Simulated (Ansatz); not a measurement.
**Run report: Mo₁₀H, geometry relaxation (part 2 of 3)**

Mo₁₀H (slab, 22 atoms in the cell); DFT PBE+D3(BJ), scalar-relativistic, plane waves, PAW (Ansatz 0.2.0); cutoff 600 eV, 4×4×1 k-mesh, Gaussian smearing of 0.1 eV. The structure derives from an entry of the Crystallography Open Database. The run did not end well. The input holds or restrains some coordinates. Forces given for the steps count only the free coordinates. It belongs to a series of runs on one base structure; here: H2 at a bridge Mo-Mo site, atoms relaxed.

Geometry of the input (Å; fractional positions):
```
6.2840  0.0000  0.0000
0.0000  6.2840  0.0000
0.0000  0.0000  28.4840
Mo 0.2500  0.2500  0.3511
Mo 0.2500  0.7500  0.3511
Mo 0.7500  0.2500  0.3511
Mo 0.7500  0.7500  0.3511
Mo 0.0000  0.0000  0.4062
Mo 0.0000  0.5000  0.4062
Mo 0.5000  0.0000  0.4062
Mo 0.5000  0.5000  0.4062
Mo 0.2500  0.2500  0.4614
Mo 0.2500  0.7500  0.4614
Mo 0.7500  0.2500  0.4614
Mo 0.7500  0.7500  0.4614
Mo 0.0000  0.0000  0.5165
Mo 0.0000  0.5000  0.5165
Mo 0.5000  0.0000  0.5165
Mo 0.5000  0.5000  0.5165
Mo 0.2500  0.2500  0.5717
Mo 0.2500  0.7500  0.5717
Mo 0.7500  0.2500  0.5717
Mo 0.7500  0.7500  0.5717
H  0.0000  0.2500  0.6489
H  0.8842  0.2789  0.6489
```

## What the program printed, continued
```
relax step  12: F+E_penalty+E_count = -99146.40069904 eV  Δ(F+E_penalty+E_count) = -3.073e-2 eV  max|allowed force component| = 1.294e-1 eV/Å  Δτ_max = 0.1950 Å  (6 SCF iters, dr2 threshold 1.65e-5 eV, accepted)
efield: sawtooth ramp at fractional position 0.9800 (handed on by an earlier solve), width 0.0400; the density the first Hamiltonian is built on has a dipole p = -0.006 e·Å; the dipole correction subtracts the counter field D = -1.01e-3 V/Å, which shifts the + side's vacuum level by +0.03 eV against the − side's; the planar-averaged density in the ramp window peaks in size at 3.0e-7 e/Å³
preconditioner: auto → LDOS  [metal: Δε(μ)=0.013 eV  Ē_g=3.761 eV  σ=0.100 eV  W_gap=0.08  n_scr=174 (ndim 8)  ℏωp=12.2 eV  f_vac=0.639  D(μ)=22.06/eV (n_scr^D=120)  β→1.0]
SCF 13 converged in 6 iterations: F = -99146.432960 eV  dr2 = 7.70e-6
relax step  13: F+E_penalty+E_count = -99146.43295977 eV  Δ(F+E_penalty+E_count) = -3.226e-2 eV  max|allowed force component| = 2.396e-1 eV/Å  Δτ_max = 0.1952 Å  (6 SCF iters, dr2 threshold 1.13e-5 eV, accepted)
SCF iter   1: F=—  HF=-99146.579937 eV  |F-HF|=—  |Δ(HF+E_count)|=         —  Δρ=3.80e-3  dr2=2.35e-1  ethr=5.36e-4  p=-0.027 e·Å  D=-4.41e-3 V/Å  ΔV_dip=0.13 eV  dr2_dipole=3.22e-2  V_vac-E_F(+/−)=4.10/3.97 eV  ⟨swp⟩=3.1  Hψ=3635  notcnv=0  defer=30
efield: sawtooth ramp at fractional position 0.9800 (handed on by an earlier solve), width 0.0400; the density the first Hamiltonian is built on has a dipole p = -0.027 e·Å; the dipole correction subtracts the counter field D = -4.41e-3 V/Å, which shifts the + side's vacuum level by +0.13 eV against the − side's; the planar-averaged density in the ramp window peaks in size at 1.7e-7 e/Å³
preconditioner: auto → LDOS  [metal: Δε(μ)=0.025 eV  Ē_g=3.757 eV  σ=0.100 eV  W_gap=0.14  n_scr=174 (ndim 8)  ℏωp=12.2 eV  f_vac=0.640  D(μ)=21.53/eV (n_scr^D=120)  β→1.0]
SCF iter   2: F=—  HF=-99146.547009 eV  |F-HF|=—  |Δ(HF+E_count)|=   3.29e-2  Δρ=1.23e-3  dr2=3.64e-2  ethr=8.32e-5  p=-0.053 e·Å  D=-8.60e-3 V/Å  ΔV_dip=0.25 eV  dr2_dipole=1.70e-3  V_vac-E_F(+/−)=4.21/3.97 eV  ⟨swp⟩=3.0  Hψ=2640  notcnv=0  defer=53
SCF iter   3: F=—  HF=-99146.546528 eV  |F-HF|=—  |Δ(HF+E_count)|=   4.80e-4  Δρ=5.83e-4  dr2=1.02e-2  ethr=1.29e-5  p=-0.051 e·Å  D=-8.20e-3 V/Å  ΔV_dip=0.23 eV  dr2_dipole=1.81e-5  V_vac-E_F(+/−)=4.20/3.97 eV  ⟨swp⟩=3.0  Hψ=3189  notcnv=0  defer=53
SCF iter   4: F=—  HF=-99146.544770 eV  |F-HF|=—  |Δ(HF+E_count)|=   1.76e-3  Δρ=1.18e-4  dr2=2.97e-4  ethr=3.62e-6  p=-0.053 e·Å  D=-8.49e-3 V/Å  ΔV_dip=0.24 eV  dr2_dipole=1.71e-5  V_vac-E_F(+/−)=4.21/3.97 eV  ⟨swp⟩=2.5  Hψ=2613  notcnv=0  defer=42
SCF iter   5: F=—  HF=-99146.544801 eV  |F-HF|=—  |Δ(HF+E_count)|=   3.06e-5  Δρ=5.48e-5  dr2=8.40e-5  ethr=1.05e-7  p=-0.054 e·Å  D=-8.65e-3 V/Å  ΔV_dip=0.25 eV  dr2_dipole=1.70e-6  V_vac-E_F(+/−)=4.21/3.97 eV  ⟨swp⟩=2.9  Hψ=3213  notcnv=0  defer=37
SCF iter   6: F=-99146.544795 eV  HF=-99146.544803 eV  |F-HF|=8.37e-6  |Δ(HF+E_count)|=   2.55e-6  Δρ=1.61e-5  dr2=1.01e-5  ethr=1.39e-8  p=-0.054 e·Å  D=-8.70e-3 V/Å  ΔV_dip=0.25 eV  dr2_dipole=1.68e-6  V_vac-E_F(+/−)=4.22/3.97 eV  ⟨swp⟩=14.3  Hψ=7991  notcnv=0
SCF 14 converged in 6 iterations: F = -99146.544795 eV  dr2 = 1.01e-5
relax step  14: F+E_penalty+E_count = -99146.54479487 eV  Δ(F+E_penalty+E_count) = -1.118e-1 eV  max|allowed force component| = 4.559e-1 eV/Å  Δτ_max = 0.1964 Å  (6 SCF iters, dr2 threshold 3.91e-5 eV, accepted)
SCF iter   1: F=—  HF=-99146.640302 eV  |F-HF|=—  |Δ(HF+E_count)|=         —  Δρ=3.47e-3  dr2=1.55e-1  ethr=1.01e-3  p=-0.054 e·Å  D=-8.70e-3 V/Å  ΔV_dip=0.25 eV  dr2_dipole=2.53e-3  V_vac-E_F(+/−)=4.21/3.97 eV  ⟨swp⟩=3.7  Hψ=3243  notcnv=0  defer=160
efield: sawtooth ramp at fractional position 0.9800 (handed on by an earlier solve), width 0.0400; the density the first Hamiltonian is built on has a dipole p = -0.054 e·Å; the dipole correction subtracts the counter field D = -8.70e-3 V/Å, which shifts the + side's vacuum level by +0.25 eV against the − side's; the planar-averaged density in the ramp window peaks in size at 1.7e-7 e/Å³
preconditioner: auto → LDOS  [metal: Δε(μ)=0.035 eV  Ē_g=3.758 eV  σ=0.100 eV  W_gap=0.20  n_scr=174 (ndim 8)  ℏωp=12.2 eV  f_vac=0.641  D(μ)=21.25/eV (n_scr^D=120)  β→1.0]
SCF iter   2: F=—  HF=-99146.616693 eV  |F-HF|=—  |Δ(HF+E_count)|=   2.36e-2  Δρ=1.23e-3  dr2=3.69e-2  ethr=5.50e-5  p=-0.059 e·Å  D=-9.47e-3 V/Å  ΔV_dip=0.27 eV  dr2_dipole=9.57e-4  V_vac-E_F(+/−)=4.24/3.97 eV  ⟨swp⟩=3.0  Hψ=2638  notcnv=0  defer=162
SCF iter   3: F=—  HF=-99146.615337 eV  |F-HF|=—  |Δ(HF+E_count)|=   1.36e-3  Δρ=5.08e-4  dr2=7.16e-3  ethr=1.31e-5  p=-0.058 e·Å  D=-9.35e-3 V/Å  ΔV_dip=0.27 eV  dr2_dipole=9.90e-5  V_vac-E_F(+/−)=4.23/3.97 eV  ⟨swp⟩=3.0  Hψ=2912  notcnv=0  defer=162
SCF iter   4: F=—  HF=-99146.614273 eV  |F-HF|=—  |Δ(HF+E_count)|=   1.06e-3  Δρ=1.21e-4  dr2=2.10e-4  ethr=2.54e-6  p=-0.059 e·Å  D=-9.46e-3 V/Å  ΔV_dip=0.27 eV  dr2_dipole=3.74e-7  V_vac-E_F(+/−)=4.24/3.97 eV  ⟨swp⟩=2.8  Hψ=2720  notcnv=0  defer=162
```

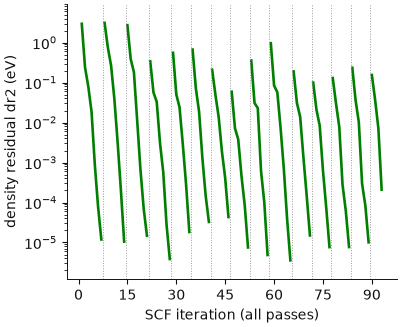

Fig. 1: Convergence of the self-consistent field: density residual dr2 against the SCF iteration. Dotted lines part the SCF passes that the log prints in full.

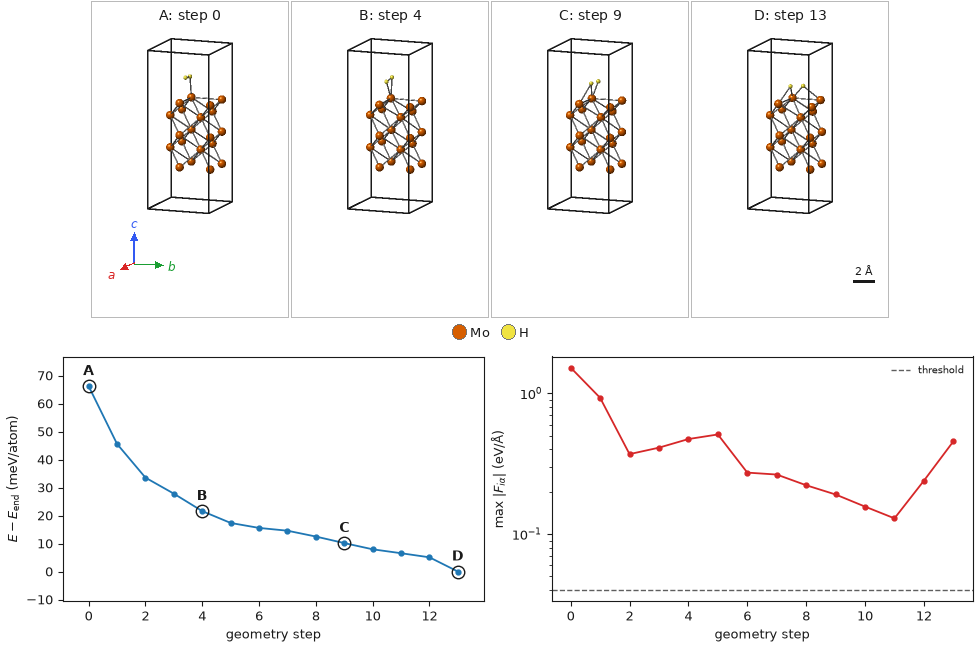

Fig. 2: Frames of the restrained relaxation (ball-and-stick view of the cell of the calculation, with the vacuum cut short (origin shifted), seen slightly off an axis) above the curves, on which the letters mark them (the first geometry is step 0 here and step 1 in the log).

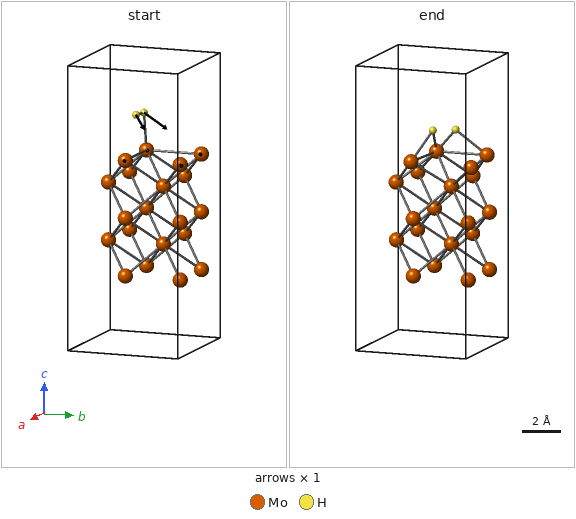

Fig. 3: Before (left) and after (right) the restrained relaxation, at one scale (ball-and-stick view of the cell of the calculation, with the vacuum cut short (origin shifted), seen slightly off an axis). The black arrows give the displacements, at true length. The run was cut off at its time limit before the relaxation converged, so the last structure is only a point on the way. Over 13 geometry steps the energy falls by 66.2 meV per atom. The largest force component goes from 1.5 to 0.46 eV/Å. H22 moves most: 1.56 Å. By element the largest moves are H 1.56 Å, Mo 0.31 Å. The cell stays as it was. Distances before and after: Mo20–H22 3.784 → 2.174 Å, Mo19–H21 2.703 → 1.795 Å, Mo19–H22 2.363 → 1.806 Å, H21–H22 0.750 → 1.294 Å. New bonds form: Mo19–H21 (2.70 → 1.80 Å), Mo19–H22 (2.36 → 1.81 Å). Bonds break: H21–H22 (0.75 → 1.29 Å). Among the angles that change: Mo17–Mo18–Mo20 90.0° → 104.5°, Mo18–Mo17–Mo19 90.0° → 103.5°, Mo13–Mo18–Mo20 125.3° → 137.3°. (Atoms are counted from 1 in the order of the input.)

## Trajectory as extended XYZ (Å, eV, eV/Å), 14 frames, from step=1 to step=14
```
22
Lattice="6.2840 0.0000 0.0000 0.0000 6.2840 0.0000 0.0000 0.0000 28.4840" Properties=species:S:1:pos:R:3:forces:R:3 step=1 energy=-99145.08829
Mo    1.5710    1.5710   10.0000    0.0530  -0.0046   1.4037
Mo    1.5710    4.7130   10.0000    0.0329   0.0004   1.3851
Mo    4.7130    1.5710   10.0000   -0.0491  -0.0026   1.4186
Mo    4.7130    4.7130   10.0000   -0.0331   0.0057   1.3924
Mo    0.0000    0.0000   11.5710    0.0032  -0.0064  -1.1570
Mo    0.0000    3.1420   11.5710    0.0036   0.0059  -1.1541
Mo    3.1420    0.0000   11.5710   -0.0026  -0.0082  -1.2202
Mo    3.1420    3.1420   11.5710   -0.0022   0.0063  -1.2091
Mo    1.5710    1.5710   13.1420   -0.0200   0.0042   0.0020
Mo    1.5710    4.7130   13.1420   -0.0355  -0.0038  -0.0133
Mo    4.7130    1.5710   13.1420   -0.0098  -0.0009  -0.0052
Mo    4.7130    4.7130   13.1420    0.0442   0.0005   0.0177
Mo    0.0000    0.0000   14.7130    0.0418   0.0106   1.0944
Mo    0.0000    3.1420   14.7130    0.0222  -0.0124   1.1343
Mo    3.1420    0.0000   14.7130   -0.0541  -0.0713   1.2527
Mo    3.1420    3.1420   14.7130   -0.0274   0.0794   1.2133
Mo    1.5710    1.5710   16.2840    0.1783  -0.0326  -1.5230
Mo    1.5710    4.7130   16.2840    0.1512   0.0191  -1.3795
Mo    4.7130    1.5710   16.2840    0.2301  -0.0161  -1.0708
Mo    4.7130    4.7130   16.2840   -0.2059   0.0082  -1.4367
H     0.0000    1.5710   18.4840    0.5340  -0.2707  -0.2727
H     5.5563    1.7524   18.4840   -0.8546   0.2894   0.1300
22
Lattice="6.2840 0.0000 0.0000 0.0000 6.2840 0.0000 0.0000 0.0000 28.4840" Properties=species:S:1:pos:R:3:forces:R:3 step=2 energy=-99145.54209
Mo    1.5710    1.5710   10.0000    0.0408  -0.0031   1.2604
Mo    1.5710    4.7130   10.0000    0.0191   0.0010   1.2473
Mo    4.7130    1.5710   10.0000   -0.0305  -0.0052   1.2342
Mo    4.7130    4.7130   10.0000    0.0177   0.0058   1.2564
Mo    0.0000    0.0000   11.5710   -0.0021  -0.0107  -0.5950
Mo    0.0000    3.1420   11.5710   -0.0036   0.0108  -0.5840
Mo    3.1420    0.0000   11.5710   -0.0185  -0.0090  -0.6198
Mo    3.1420    3.1420   11.5710   -0.0167   0.0082  -0.6132
Mo    1.5718    1.5718   13.1625    0.0392  -0.0087  -0.6911
Mo    1.5697    4.7122   13.1607    0.0438   0.0009  -0.7912
Mo    4.7125    1.5708   13.1629    0.0244   0.0022  -0.6031
Mo    4.7184    4.7131   13.1638   -0.0561  -0.0004  -0.6610
Mo    0.0062    0.0000   14.7798   -0.0336  -0.0175  -0.5788
Mo    0.0044    3.1413   14.7854   -0.0296   0.0202  -0.6209
Mo    3.1455   -0.0025   14.7907    0.0668   0.0827  -0.8028
Mo    3.1480    3.1448   14.7882    0.0554  -0.0804  -0.7426
Mo    1.6001    1.5664   16.0915   -0.0461   0.0004   0.9295
Mo    1.5926    4.7154   16.1130   -0.0399   0.0020   0.6831
Mo    4.7510    1.5684   16.1607    0.2433   0.0115   0.5529
Mo    4.6882    4.7147   16.1048    0.0398  -0.0129   0.8872
H    -0.0429    1.5499   18.4197   -0.3198  -0.0264  -0.2213
H     5.5050    1.7783   18.5006    0.0066   0.0285   0.0771
22
Lattice="6.2840 0.0000 0.0000 0.0000 6.2840 0.0000 0.0000 0.0000 28.4840" Properties=species:S:1:pos:R:3:forces:R:3 step=3 energy=-99145.80689
Mo    1.5710    1.5710   10.0000    0.0456  -0.0026   1.0987
Mo    1.5710    4.7130   10.0000    0.0003   0.0003   1.0789
Mo    4.7130    1.5710   10.0000   -0.0307  -0.0056   1.1015
Mo    4.7130    4.7130   10.0000    0.0342   0.0076   1.1021
Mo    0.0000    0.0000   11.5710    0.0202  -0.0133  -1.0926
Mo    0.0000    3.1420   11.5710    0.0209   0.0113  -1.0877
Mo    3.1420    0.0000   11.5710    0.0199   0.0079  -1.1245
Mo    3.1420    3.1420   11.5710    0.0195  -0.0110  -1.1071
Mo    1.5772    1.5711   13.1031    0.0193  -0.0029  -0.0939
Mo    1.5793    4.7124   13.0951    0.0006   0.0004  -0.0906
Mo    4.7221    1.5711   13.1057    0.0133  -0.0008  -0.0653
Mo    4.7189    4.7128   13.1054    0.0064  -0.0003  -0.0810
Mo    0.0174   -0.0059   14.7186    0.0129   0.0577   0.1174
Mo    0.0167    3.1472   14.7220   -0.0065  -0.0607   0.1211
Mo    3.1595    0.0044   14.7245   -0.0343  -0.0635   0.0156
Mo    3.1607    3.1378   14.7244   -0.0240   0.0695   0.0183
Mo    1.6073    1.5658   16.0967   -0.0373  -0.0245   0.0807
Mo    1.6080    4.7161   16.1034    0.0192   0.0113   0.0384
Mo    4.7800    1.5692   16.1482    0.3699   0.0325   0.2726
Mo    4.6957    4.7138   16.1083   -0.0899  -0.0077   0.0507
H    -0.1985    1.5319   18.3042   -0.2551  -0.0444  -0.3273
H     5.3767    1.8020   18.4864   -0.1239   0.0388  -0.0291
22
Lattice="6.2840 0.0000 0.0000 0.0000 6.2840 0.0000 0.0000 0.0000 28.4840" Properties=species:S:1:pos:R:3:forces:R:3 step=4 energy=-99145.93284
Mo    1.5710    1.5710   10.0000    0.0484   0.0008   1.0823
Mo    1.5710    4.7130   10.0000   -0.0167  -0.0011   1.0627
Mo    4.7130    1.5710   10.0000   -0.0238  -0.0055   1.0915
Mo    4.7130    4.7130   10.0000    0.0585   0.0092   1.0958
Mo    0.0000    0.0000   11.5710    0.0303  -0.0203  -1.0935
Mo    0.0000    3.1420   11.5710    0.0337   0.0172  -1.0933
Mo    3.1420    0.0000   11.5710    0.0343   0.0095  -1.1261
Mo    3.1420    3.1420   11.5710    0.0329  -0.0144  -1.1004
Mo    1.5806    1.5709   13.0963    0.0181  -0.0012   0.0915
Mo    1.5829    4.7127   13.0885    0.0065   0.0010   0.0676
Mo    4.7270    1.5714   13.1005    0.0051  -0.0033   0.1028
Mo    4.7212    4.7128   13.1003    0.0057   0.0013   0.0834
Mo    0.0231   -0.0049   14.7282    0.0441   0.0433   0.0537
Mo    0.0232    3.1468   14.7316    0.0001  -0.0579   0.0777
Mo    3.1690    0.0102   14.7323   -0.0862  -0.1507  -0.0110
Mo    3.1690    3.1328   14.7326   -0.0617   0.1582  -0.0217
Mo    1.6124    1.5642   16.1128   -0.0738  -0.0443  -0.0095
Mo    1.6178    4.7175   16.1108    0.0557   0.0196  -0.0501
Mo    4.8152    1.5719   16.1822    0.4112   0.0671   0.2834
Mo    4.6943    4.7134   16.1205   -0.1291  -0.0089  -0.0355
H    -0.3206    1.5133   18.1532   -0.1958  -0.0420  -0.3475
H     5.2916    1.8177   18.4460   -0.1979   0.0223  -0.2019
22
Lattice="6.2840 0.0000 0.0000 0.0000 6.2840 0.0000 0.0000 0.0000 28.4840" Properties=species:S:1:pos:R:3:forces:R:3 step=5 energy=-99146.06997
Mo    1.5710    1.5710   10.0000    0.0495   0.0058   1.0928
Mo    1.5710    4.7130   10.0000   -0.0295  -0.0037   1.0684
Mo    4.7130    1.5710   10.0000   -0.0141  -0.0048   1.1082
Mo    4.7130    4.7130   10.0000    0.0794   0.0111   1.1114
Mo    0.0000    0.0000   11.5710    0.0321  -0.0194  -1.0811
Mo    0.0000    3.1420   11.5710    0.0388   0.0166  -1.0862
Mo    3.1420    0.0000   11.5710    0.0476   0.0144  -1.1191
Mo    3.1420    3.1420   11.5710    0.0466  -0.0212  -1.0833
Mo    1.5837    1.5708   13.0970    0.0109   0.0005   0.1498
Mo    1.5857    4.7131   13.0867    0.0061   0.0027   0.1212
Mo    4.7304    1.5717   13.1034    0.0010  -0.0036   0.1268
Mo    4.7231    4.7129   13.1012    0.0040   0.0020   0.1341
Mo    0.0284   -0.0051   14.7343    0.0628   0.0348   0.0120
Mo    0.0294    3.1482   14.7382   -0.0150  -0.0712   0.0536
Mo    3.1747    0.0122   14.7374   -0.1028  -0.1765  -0.0262
Mo    3.1732    3.1324   14.7375   -0.0684   0.1858  -0.0388
Mo    1.6141    1.5616   16.1227   -0.1320  -0.0654  -0.0149
Mo    1.6265    4.7197   16.1157    0.1011   0.0305  -0.0999
Mo    4.8535    1.5772   16.2133    0.2902   0.1055   0.1306
Mo    4.6896    4.7132   16.1282   -0.1610  -0.0164  -0.0489
H    -0.4378    1.5012   17.9978    0.2251  -0.1546  -0.2738
H     5.1911    1.8208   18.3320   -0.4733   0.1273  -0.2355
```
